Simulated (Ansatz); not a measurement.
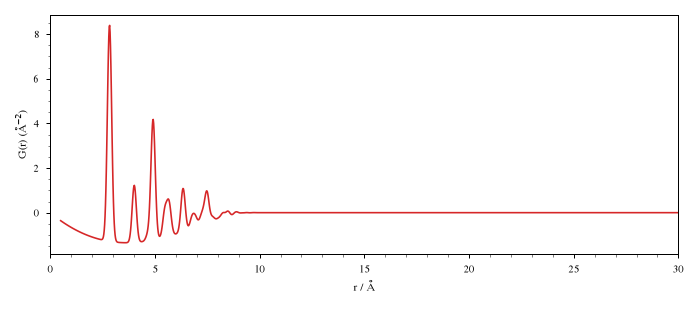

Simulated X-ray pair distribution function, G(r) = R(r)/r − 4πρ₀r, summed over the atomic distances of the structure with each pair weighted by the product of the atomic numbers (X-ray weights at Q = 0); every distance is a Gaussian of σ = 0.10 Å, for spherical particles of Al with the bulk structure: the bulk G(r) is multiplied by the envelope of a sphere of diameter D, 1 − 3r/2D + r³/2D³, with no surface relaxation. The number density is 0.0616 atoms per Å³. It is based on the input geometry of an electronic-structure calculation (not necessarily at equilibrium); the starting structure was generated, so it need not be a known form of this composition.

> Estimate the particle diameter.

About 10 Å (1.0 nm): the signal vanishes at r = D, fading from view somewhat earlier.

> Roughly how many atoms does one particle hold?

About 32 (number density 0.0616 Å⁻³ times πD³/6).
